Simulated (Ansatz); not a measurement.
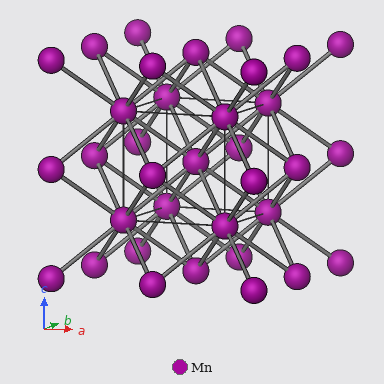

View slightly off an axis, drawn as a ball-and-stick model. Thin lines show the conventional unit cell, with boundary atoms drawn in all their periodic places. Every bond is drawn to its end, so some atoms lie outside the box. Cell: a = 3.11 Å, b = 3.11 Å, c = 3.11 Å, α = 90.00°, β = 90.00°, γ = 90.00°.

It goes back to a structure type filled with this element by a generator (whether the element takes this form wasn't checked). Earlier steps of the study may have refined or changed the cell and positions. A calculation with Ansatz used it as input.

### Explain the picture.

The element is manganese. It belongs to space group Im-3m (No. 229) and has a body-centred cubic lattice. Prototype: body-centred cubic (W type). The cell holds two atoms. Each Mn atom is coordinated by eight Mn in a cubic arrangement at about 2.7 Å. The bonds build a three-dimensional framework.

Method used: DFT r2SCAN, scalar-relativistic, plane waves, PAW (Ansatz). It ran with 500 eV cutoff, k-points about 0.20 Å⁻¹ apart, Gaussian smearing of 0.05 eV, collinear spins.

### Which atoms carry magnetic moments in this run, and how do they order?

The state reached is antiferromagnetic. Sizes: Mn 3.9 μB; net moment 0.0 μB in the run's cell of 2 atoms.

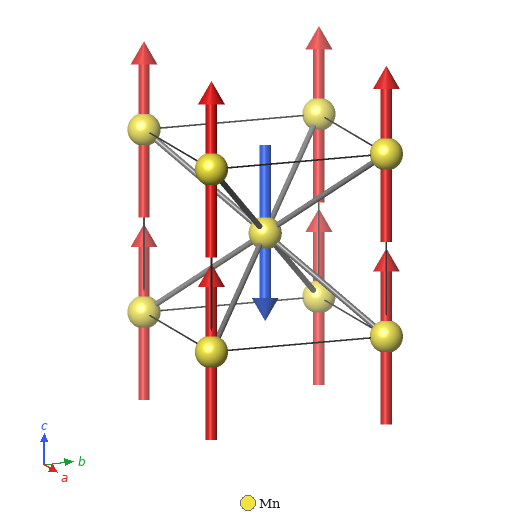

Site moments above 0.25 μB as arrows, small induced ones on non-metal atoms left out (red along the largest or up, blue against, purple across). The run's cell of 2 atoms is drawn in a reduced setting, so axes and origin can differ from the first picture.

### Is the electronic structure metallic or gapped?

A metal: bands cross the Fermi level.

### Can this geometry be taken as optimised?

No. All forces vanish to within 0.01 eV/Å. The pressure is -1.0 GPa, so the cell would contract.
